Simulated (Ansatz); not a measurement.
Take the following structure.

```cif
data_structure
_symmetry_space_group_name_H-M 'P 1'
_symmetry_Int_Tables_number 1
_cell_length_a 3.1592
_cell_length_b 3.1592
_cell_length_c 5.4513
_cell_angle_alpha 90.000
_cell_angle_beta 90.000
_cell_angle_gamma 120.000
_cell_volume 47.12
loop_
_atom_site_label
_atom_site_type_symbol
_atom_site_fract_x
_atom_site_fract_y
_atom_site_fract_z
_atom_site_occupancy
Hf1 Hf 0.66667 0.33333 0.75000 1
Hf2 Hf 0.33333 0.66667 0.25000 1
N1 N 0.00000 0.00000 0.00000 1
N2 N 0.00000 0.00000 0.50000 1
```

Characterise the structure given above.

It has the composition HfN. The atoms follow space group P6_3/mmc (No. 194); the Bravais lattice is primitive hexagonal. This arrangement goes by the name anti-NiAs type. The cell has 4 atoms, namely 2 Hf, 2 N. With all contacts inside bonding distance counted, the coordination numbers are Hf 12 and N 6. Not all metal-metal contacts are counted.

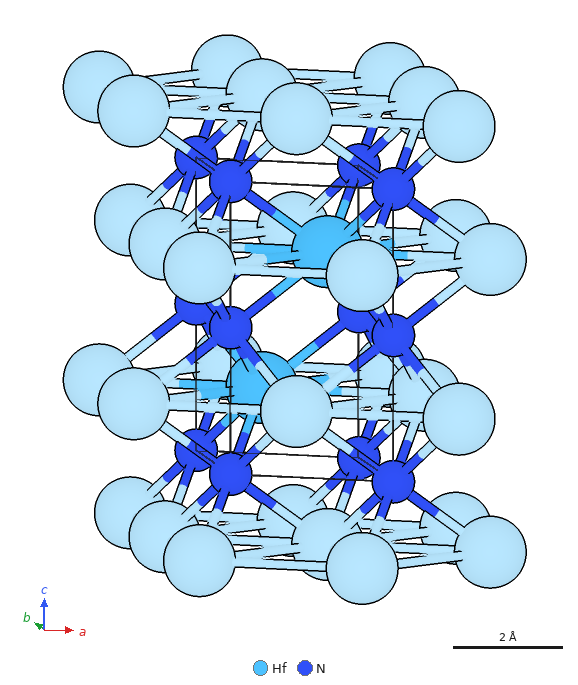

The figure gives a ball-and-stick picture of the atoms, viewed slightly off an axis. The wireframe shows the conventional unit cell. The first bonded neighbours in the surrounding cells are also shown, in fainter colours.

Starting structure: a structure listed in the Materials Project. The picture shows the end point of a geometry optimisation with DFT PBE, scalar-relativistic, plane waves, PAW (Ansatz 0.2.0).
